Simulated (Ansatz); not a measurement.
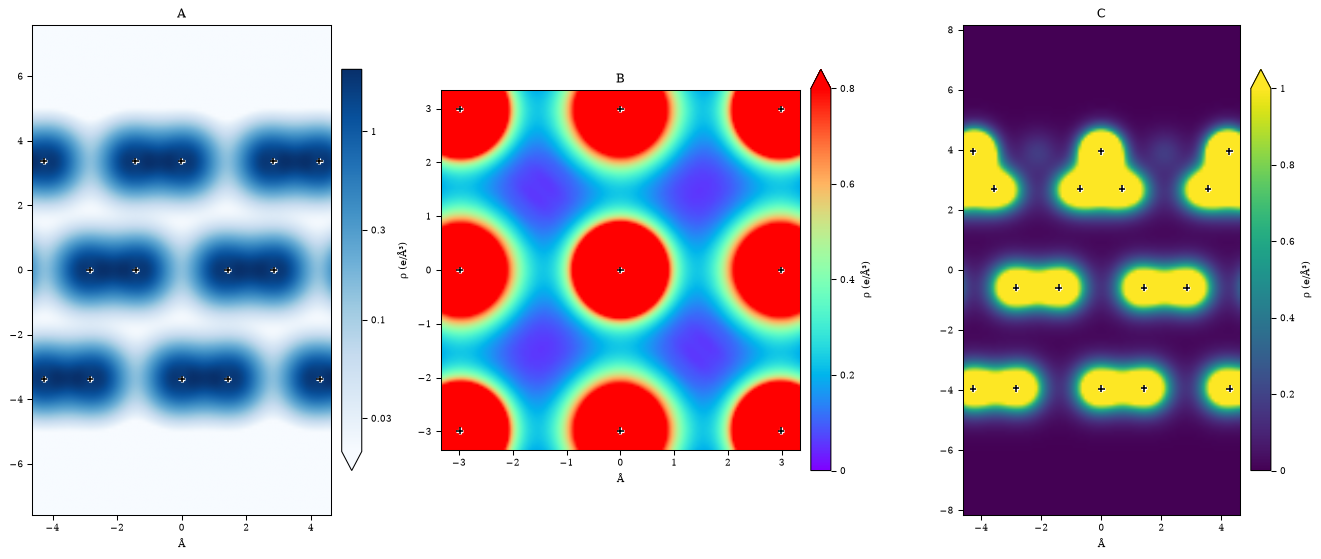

The valence charge density (pseudo) of 3 systems, each on a plane through atoms (crosses mark nuclei in the plane).

Computed with DFT PBE+D3(BJ), scalar-relativistic, plane waves, PAW (Ansatz 0.2.0).

System 1: C6O (slab), the (11̄0) plane of the calculation cell, a cut from vacuum to vacuum. The program warned that a starting moment wasn't kept; spin-polarised, but the moments vanished.

```
C O
1.0
     2.46494    0.00000    0.00000
     1.23248    2.13469    0.00000
     0.00000    0.00000   25.74866
C O
6 1
Direct
  0.16562 0.16562 0.33011
  0.49896 0.49896 0.33014
  0.49853 0.49853 0.46063
  0.83185 0.83185 0.46067
  0.99902 0.99902 0.58853
  0.32835 0.32835 0.58851
  0.16367 0.16367 0.63686
```

System 2: C (slab), the (11̄0) plane of the calculation cell, a cut from vacuum to vacuum. 

System 3: SnSe, the (001) plane of the conventional cell. Space group Fm-3m.

```
Sn Se
1.0
     5.97754    0.00000    0.00000
     0.00000    5.97754    0.00000
     0.00000    0.00000    5.97754
Sn Se
4 4
Direct
  0.00000 0.00000 0.00000
  0.50000 0.50000 0.00000
  0.50000 0.00000 0.50000
  0.00000 0.50000 0.50000
  0.50000 0.00000 0.00000
  0.00000 0.50000 0.00000
  0.00000 0.00000 0.50000
  0.50000 0.50000 0.50000
```

Which map belongs to which system?

Answer. Panel A is system 2, C: the plane holds C. C–C (1.42 Å): the density is about 2 e/Å³ at the midpoint. Panel B is system 3, SnSe: the plane holds Sn and Se. Sn–Se (2.99 Å): ρ is about 0.23 e/Å³ halfway. Panel C is system 1, C6O: the plane holds C and O. C–C (1.41 Å): ρ at the midpoint is about 2 e/Å³.
